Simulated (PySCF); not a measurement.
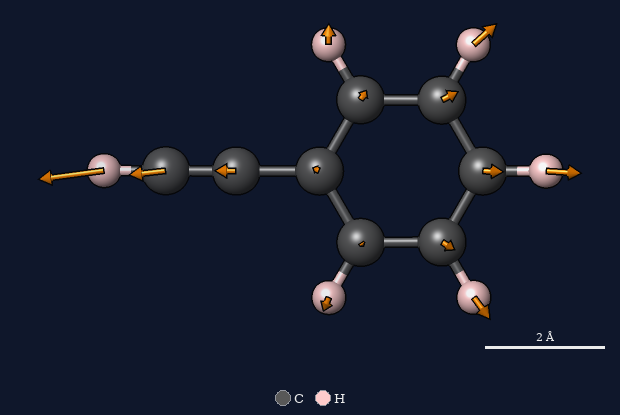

This is a relaxation of C8H6. The starting structure is drawn; orange arrows show the displacements, magnified 20 times. The two geometries are superimposed by the best rigid fit.

The picture is a ball-and-stick view, seen face on.

The start comes from GFN2-xTB.

Theory: PBE0-D3(BJ)/def2-SVP geometry optimisation, gas phase (PySCF 2.14.0, density-fitted response routines). 

### Describe the change and its energy.

After 2 geometry steps the energy has fallen by 0.055 eV. Largest force component: 0.71 eV/Å at the start, 0.017 eV/Å at the end. An H atom moves most after the best rigid fit: 0.058 Å. Largest moves by element: H 0.058 Å, C 0.033 Å. Near-neighbour distances that change, for instance: C–H 1.049 → 1.074 Å, C–C 1.200 → 1.213 Å, C–C 1.416 → 1.429 Å, C–H 1.080 → 1.092 Å.
